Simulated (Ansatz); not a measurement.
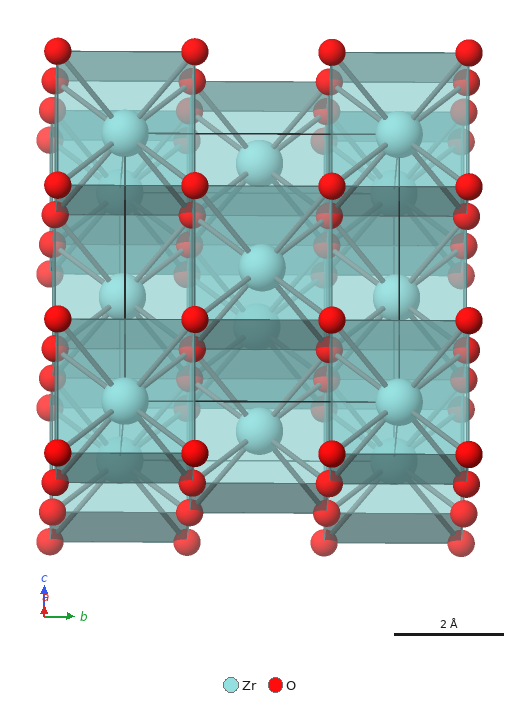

*The input geometry (polyhedral view of the cell 4 times as large as that of the calculation, set on its symmetry axes, seen at an oblique angle; polyhedra are completed across the faces of the cell). An atom can appear more than once, as a periodic image.*

**Run report: ZrO$_{2}$, geometry relaxation (part 1 of 2)**

System: ZrO$_{2}$ (3 atoms in the cell).
Method: DFT PBE+D3(BJ), scalar-relativistic, plane waves, PAW, no spin polarisation (Ansatz 0.2.0).

The structure derives from an entry of the Crystallography Open Database.

**What the program printed**
```
Engine: ansatz 0.2.0, aarch64-unknown-linux-gnu
Pseudopotentials: kind: paw
Pseudopotential: Zr, paw, valence charge 12, recommended cutoff 420 eV (normal), Zr.paw.azcp
Pseudopotential: O, paw, valence charge 6, recommended cutoff 420 eV (normal), O.paw.azcp
Functional definition: PBE
  parameter kappa = 0.804
  parameter beta = 0.06672455060314922
  exchange = pbe_x(kappa = kappa, mu = beta*pi^2/3)
  correlation = pbe_c(beta = beta)
Crystal: 3 atoms, lattice volume = 32.581 Å³
Basis set: ecut = 420 eV, 609 PW (Γ), exchange–correlation on 48×48×48 points (8 copies of the dense FFT grid, shifted against one another)
Bands: 16, of which v1, the nominal top of the filled ones, is band 12 counted from 1 (11 counted from 0)
Symmetry: 48 space group operations
Space group: Fm-3m (ITA 225), of the structure as read, at distance tolerance 3.2e-5 Å
k-points: 29 of 512
Non-local potential: Zr, projectors of the file, l = 0: 3, l = 1: 2, l = 2: 2, l = 3: 2
Non-local potential: O, projectors of the file, l = 0: 2, l = 1: 2, l = 2: 1
PAW form: soft (Blöchl's): semilocal exchange-correlation on the pseudo side does not see the compensation charge
PAW one-centre angular grid: Zr, 590 points (default); XC on 64 Gauss nodes
PAW one-centre angular grid: O, 110 points (default); XC on 64 Gauss nodes
Initial density: superposition of atomic densities (neutral atoms: chi_scale 0, normalization atom), corrected by the library's trained network
Initial wavefunctions: pseudopotential atomic-orbital guess
Functional: x = pbe(κ = 0.804, μ = 0.2195149727645171), c = pbe(β = 0.06672455060314922)
SCF iter   1: F=—  HF=-5324.612994 eV  |F-HF|=—  |Δ(HF+E_count)|=         —  Δρ=2.25e-3  dr2=1.09e-3  ethr=1.77e-3  ⟨swp⟩=6.0  Hψ=2178  notcnv=0
preconditioner: auto → none  [insulator: Δε(μ)=3.425 eV  Ē_g=17.353 eV  σ=0.020 eV  W_gap=1.00  n_scr=14 (ndim 8)  ℏωp=30.5 eV  f_vac=0.023  D(μ)=0.00/eV (n_scr^D=0)  ε∞_Penn≈4.1]
SCF iter   2: F=—  HF=-5324.612981 eV  |F-HF|=—  |Δ(HF+E_count)|=   1.29e-5  Δρ=1.55e-3  dr2=5.97e-4  ethr=4.54e-6  ⟨swp⟩=2.0  Hψ=1158  notcnv=0
SCF iter   3: F=—  HF=-5324.612868 eV  |F-HF|=—  |Δ(HF+E_count)|=   1.13e-4  Δρ=5.99e-4  dr2=1.75e-5  ethr=2.49e-6  ⟨swp⟩=2.0  Hψ=678  notcnv=0
SCF iter   4: F=—  HF=-5324.612821 eV  |F-HF|=—  |Δ(HF+E_count)|=   4.67e-5  Δρ=1.69e-4  dr2=1.62e-6  ethr=7.27e-8  ⟨swp⟩=2.0  Hψ=803  notcnv=0
iter 5 did not close the SCF: its close was put off for the readings that it lacked (scf_convergence_deferred on its scf_iter line)
SCF iter   5: F=-5324.612829 eV  HF=-5324.612829 eV  |F-HF|=2.40e-8  |Δ(HF+E_count)|=   7.49e-6  Δρ=1.46e-5  dr2=2.29e-8  ethr=6.76e-9  ⟨swp⟩=2.0  Hψ=810  notcnv=0
SCF iter   6: F=-5324.612829 eV  HF=-5324.612829 eV  |F-HF|=1.38e-10  |Δ(HF+E_count)|=   3.03e-8  Δρ=2.06e-6  dr2=8.48e-10  ethr=9.54e-11  ⟨swp⟩=2.0  Hψ=1647  notcnv=0
SCF 1 converged in 6 iterations: F = -5324.612829 eV  dr2 = 8.48e-10
  greatest PAW one-centre occupation: 0.995 electrons in one spin orbital (limit 2), on the Zr atom at site 0 (counted from 0), in its partial waves of l = 0
relax step   1: F+E_penalty+E_count = -5324.61282864 eV  Δ(F+E_penalty+E_count) = +0.000e0 eV  max|allowed force component| = 6.168e-18 eV/Å  Δτ_max = 0.0000 Å  P = +2.596 GPa  Ω = 32.581 Å³  (6 SCF iters, dr2 threshold 1.00e-7 eV, accepted)
Crystal: 3 atoms, lattice volume = 32.966 Å³
Basis set: ecut = 420 eV, 645 PW (Γ), exchange–correlation on 48×48×48 points (8 copies of the dense FFT grid, shifted against one another)
Initial density: handed on by an earlier stage of this run
Initial wavefunctions: those handed on with the density
iter 1 solved again at ethr=5.41e-6 eV; its pass at ethr=3.10e-3 eV (dr2=1.30e-3 eV) is discarded
SCF iter   1: F=—  HF=-5324.614049 eV  |F-HF|=—  |Δ(HF+E_count)|=         —  Δρ=1.95e-3  dr2=1.03e-3  ethr=5.41e-6  ⟨swp⟩=1.4  Hψ=2726  notcnv=0
preconditioner: auto → none  [insulator: Δε(μ)=3.343 eV  Ē_g=17.248 eV  σ=0.020 eV  W_gap=1.00  n_scr=14 (ndim 8)  ℏωp=30.3 eV  f_vac=0.027  D(μ)=0.00/eV (n_scr^D=0)  ε∞_Penn≈4.1]
SCF iter   2: F=—  HF=-5324.613890 eV  |F-HF|=—  |Δ(HF+E_count)|=   1.59e-4  Δρ=1.17e-3  dr2=3.99e-4  ethr=4.30e-6  ⟨swp⟩=2.0  Hψ=809  notcnv=0
SCF iter   3: F=—  HF=-5324.613797 eV  |F-HF|=—  |Δ(HF+E_count)|=   9.32e-5  Δρ=2.96e-4  dr2=2.91e-5  ethr=1.66e-6  ⟨swp⟩=2.0  Hψ=651  notcnv=0
SCF iter   4: F=—  HF=-5324.613686 eV  |F-HF|=—  |Δ(HF+E_count)|=   1.11e-4  Δρ=8.55e-5  dr2=1.92e-6  ethr=1.21e-7  ⟨swp⟩=2.0  Hψ=651  notcnv=0
SCF iter   5: F=-5324.613687 eV  HF=-5324.613687 eV  |F-HF|=2.42e-8  |Δ(HF+E_count)|=   1.29e-6  Δρ=9.74e-6  dr2=2.24e-8  ethr=1.25e-9  ⟨swp⟩=5.0  Hψ=2172  notcnv=0
SCF 2 converged in 5 iterations: F = -5324.613687 eV  dr2 = 2.24e-8
relax step   2: F+E_penalty+E_count = -5324.61368688 eV  Δ(F+E_penalty+E_count) = -8.582e-4 eV  max|allowed force component| = 1.195e-17 eV/Å  Δτ_max = 0.0000 Å  P = -0.432 GPa  Ω = 32.966 Å³  energy of the carried Pulay correction = -1.708e-3 eV  (5 SCF iters, dr2 threshold 3.00e-7 eV, accepted)
Crystal: 3 atoms, lattice volume = 32.910 Å³
iter 1 solved again at ethr=1.10e-7 eV; its pass at ethr=3.10e-3 eV (dr2=2.65e-5 eV) is discarded
SCF iter   1: F=—  HF=-5324.614127 eV  |F-HF|=—  |Δ(HF+E_count)|=         —  Δρ=2.83e-4  dr2=2.12e-5  ethr=1.10e-7  ⟨swp⟩=2.2  Hψ=2713  notcnv=0
preconditioner: auto → none  [insulator: Δε(μ)=3.368 eV  Ē_g=17.267 eV  σ=0.020 eV  W_gap=1.00  n_scr=14 (ndim 8)  ℏωp=30.4 eV  f_vac=0.024  D(μ)=0.00/eV (n_scr^D=0)  ε∞_Penn≈4.1]
SCF iter   2: F=—  HF=-5324.614010 eV  |F-HF|=—  |Δ(HF+E_count)|=   1.18e-4  Δρ=1.74e-4  dr2=9.02e-6  ethr=8.84e-8  ⟨swp⟩=2.0  Hψ=696  notcnv=0
SCF iter   3: F=—  HF=-5324.614008 eV  |F-HF|=—  |Δ(HF+E_count)|=   2.18e-6  Δρ=3.89e-5  dr2=4.96e-7  ethr=3.76e-8  ⟨swp⟩=2.0  Hψ=648  notcnv=0
SCF iter   4: F=-5324.614008 eV  HF=-5324.614008 eV  |F-HF|=1.20e-8  |Δ(HF+E_count)|=   3.84e-9  Δρ=1.07e-5  dr2=2.90e-8  ethr=1.25e-9  ⟨swp⟩=4.3  Hψ=1542  notcnv=0
SCF 3 converged in 4 iterations: F = -5324.614008 eV  dr2 = 2.90e-8
relax step   3: F+E_penalty+E_count = -5324.61400754 eV  Δ(F+E_penalty+E_count) = -3.207e-4 eV  max|allowed force component| = 1.484e-17 eV/Å  Δτ_max = 0.0000 Å  P = -0.006 GPa  Ω = 32.910 Å³  energy of the carried Pulay correction = -1.463e-3 eV  (4 SCF iters, dr2 threshold 3.00e-7 eV, accepted)
Basis set: ecut = 420 eV, 645 PW (Γ), exchange–correlation on 50×50×50 points (8 copies of the dense FFT grid, shifted against one another)
Initial wavefunctions: pseudopotential atomic-orbital guess (no wavefunctions were taken with the density)
iter 1 solved again at ethr=4.07e-8 eV; its pass at ethr=3.10e-3 eV (dr2=9.78e-6 eV) is discarded
SCF iter   1: F=—  HF=-5324.615706 eV  |F-HF|=—  |Δ(HF+E_count)|=         —  Δρ=1.69e-4  dr2=7.54e-7  ethr=4.07e-8  ⟨swp⟩=3.4  Hψ=3639  notcnv=0
preconditioner: auto → none  [insulator: Δε(μ)=3.365 eV  Ē_g=17.266 eV  σ=0.020 eV  W_gap=1.00  n_scr=14 (ndim 8)  ℏωp=30.4 eV  f_vac=0.025  D(μ)=0.00/eV (n_scr^D=0)  ε∞_Penn≈4.1]
SCF iter   2: F=—  HF=-5324.615862 eV  |F-HF|=—  |Δ(HF+E_count)|=   1.56e-4  Δρ=8.32e-5  dr2=2.68e-7  ethr=3.14e-9  ⟨swp⟩=2.0  Hψ=783  notcnv=0
SCF iter   3: F=—  HF=-5324.615873 eV  |F-HF|=—  |Δ(HF+E_count)|=   1.17e-5  Δρ=4.01e-5  dr2=1.03e-7  ethr=1.12e-9  ⟨swp⟩=2.0  Hψ=644  notcnv=0
SCF iter   4: F=—  HF=-5324.615876 eV  |F-HF|=—  |Δ(HF+E_count)|=   2.81e-6  Δρ=5.07e-6  dr2=2.63e-9  ethr=4.31e-10  ⟨swp⟩=2.0  Hψ=692  notcnv=0
SCF iter   5: F=—  HF=-5324.615876 eV  |F-HF|=—  |Δ(HF+E_count)|=   2.57e-8  Δρ=7.14e-7  dr2=6.19e-11  ethr=1.10e-11  ⟨swp⟩=2.0  Hψ=633  notcnv=0
SCF iter   6: F=-5324.615876 eV  HF=-5324.615876 eV  |F-HF|=9.09e-13  |Δ(HF+E_count)|=  2.34e-10  Δρ=5.79e-8  dr2=3.85e-13  ethr=1.00e-12  ⟨swp⟩=5.4  Hψ=1982  notcnv=0
SCF 4 converged in 6 iterations: F = -5324.615876 eV  dr2 = 3.85e-13
relax step   4: F+E_penalty+E_count = -5324.61587601 eV  Δ(F+E_penalty+E_count) = -1.868e-3 eV  max|allowed force component| = 1.079e-17 eV/Å  Δτ_max = 0.0000 Å  P = +0.080 GPa  Ω = 32.910 Å³  stress off target by 7.95e-2 GPa  SCF on the basis re-selected at this cell (its energy is not comparable with the rows above)  (6 SCF iters)
basis re-selected at this cell: Δ(F+E_penalty+E_count) = -1.868e-3 eV, ΔP = +0.085 GPa vs the last step (what re-selecting the basis moved, of the pressure what is left beyond the Pulay correction that the steps carried, after the strain that the cell walked since its last selection, with what the two solves' SCF thresholds leave and, on support functions, any second-order correction that the steps lacked; it is no measure of the basis error at this ecutwfc). The dense FFT grid was sized anew with the basis: this SCF ran on 25×25×25 points, the steps before it on 24×24×24, so part of this shift can come from that change (see relax.cell in the input reference). This SCF's stress stands 7.95e-2 GPa from its target on what of the cell is left free (relax.cell.stress_tol is 5.00e-2 GPa) and its largest allowed force component is 1.08e-17 eV/Å (relax.f_tol is 5.00e-3 eV/Å): not within both, so this SCF does not close the relaxation
Crystal: 3 atoms, lattice volume = 32.921 Å³
iter 1 solved again at ethr=4.28e-9 eV; its pass at ethr=3.10e-3 eV (dr2=1.03e-6 eV) is discarded
SCF iter   1: F=—  HF=-5324.615722 eV  |F-HF|=—  |Δ(HF+E_count)|=         —  Δρ=5.52e-5  dr2=8.27e-7  ethr=4.28e-9  ⟨swp⟩=2.2  Hψ=2717  notcnv=0
preconditioner: auto → none  [insulator: Δε(μ)=3.363 eV  Ē_g=17.263 eV  σ=0.020 eV  W_gap=1.00  n_scr=14 (ndim 8)  ℏωp=30.4 eV  f_vac=0.022  D(μ)=0.00/eV (n_scr^D=0)  ε∞_Penn≈4.1]
SCF iter   2: F=—  HF=-5324.615834 eV  |F-HF|=—  |Δ(HF+E_count)|=   1.12e-4  Δρ=3.81e-5  dr2=4.34e-7  ethr=3.44e-9  ⟨swp⟩=2.2  Hψ=784  notcnv=0
SCF iter   3: F=—  HF=-5324.615834 eV  |F-HF|=—  |Δ(HF+E_count)|=   1.06e-7  Δρ=7.35e-6  dr2=1.89e-8  ethr=1.81e-9  ⟨swp⟩=2.0  Hψ=641  notcnv=0
SCF iter   4: F=-5324.615834 eV  HF=-5324.615834 eV  |F-HF|=1.97e-10  |Δ(HF+E_count)|=   2.14e-9  Δρ=2.14e-6  dr2=1.38e-9  ethr=6.59e-11  ⟨swp⟩=4.0  Hψ=1416  notcnv=0
SCF 5 converged in 4 iterations: F = -5324.615834 eV  dr2 = 1.38e-9
relax step   5: F+E_penalty+E_count = -5324.61583385 eV  Δ(F+E_penalty+E_count) = +4.216e-5 eV  max|allowed force component| = 1.022e-17 eV/Å  Δτ_max = 0.0000 Å  P = +0.001 GPa  Ω = 32.921 Å³  energy of the carried Pulay correction = -4.477e-5 eV  (4 SCF iters, dr2 threshold 1.58e-8 eV, accepted)
iter 1 solved again at ethr=4.48e-8 eV; its pass at ethr=3.10e-3 eV (dr2=1.08e-5 eV) is discarded
SCF iter   1: F=—  HF=-5324.615720 eV  |F-HF|=—  |Δ(HF+E_count)|=         —  Δρ=6.79e-6  dr2=1.23e-8  ethr=4.48e-8  ⟨swp⟩=3.3  Hψ=3580  notcnv=0
preconditioner: auto → none  [insulator: Δε(μ)=3.364 eV  Ē_g=17.263 eV  σ=0.020 eV  W_gap=1.00  n_scr=14 (ndim 8)  ℏωp=30.4 eV  f_vac=0.022  D(μ)=0.00/eV (n_scr^D=0)  ε∞_Penn≈4.1]
SCF iter   2: F=—  HF=-5324.615834 eV  |F-HF|=—  |Δ(HF+E_count)|=   1.14e-4  Δρ=9.14e-6  dr2=2.44e-8  ethr=5.15e-11  ⟨swp⟩=3.6  Hψ=1120  notcnv=0
SCF iter   3: F=—  HF=-5324.615834 eV  |F-HF|=—  |Δ(HF+E_count)|=   5.37e-9  Δρ=2.80e-6  dr2=1.85e-9  ethr=5.15e-11  ⟨swp⟩=2.0  Hψ=633  notcnv=0
SCF iter   4: F=—  HF=-5324.615834 eV  |F-HF|=—  |Δ(HF+E_count)|=  1.80e-10  Δρ=5.34e-7  dr2=3.35e-11  ethr=7.71e-12  ⟨swp⟩=2.3  Hψ=664  notcnv=0
SCF iter   5: F=-5324.615834 eV  HF=-5324.615834 eV  |F-HF|=9.09e-13  |Δ(HF+E_count)|=  5.09e-11  Δρ=6.91e-8  dr2=9.75e-13  ethr=1.00e-12  ⟨swp⟩=5.8  Hψ=2027  notcnv=0
SCF 6 converged in 5 iterations: F = -5324.615834 eV  dr2 = 9.75e-13
relax step   6: F+E_penalty+E_count = -5324.61583385 eV  Δ(F+E_penalty+E_count) = -4.029e-10 eV  max|allowed force component| = 8.288e-18 eV/Å  Δτ_max = 0.0000 Å  P = +0.002 GPa  Ω = 32.921 Å³  stress off target by 2.31e-3 GPa  SCF on the basis re-selected at this cell (its energy is not comparable with the rows above)  (5 SCF iters)
```
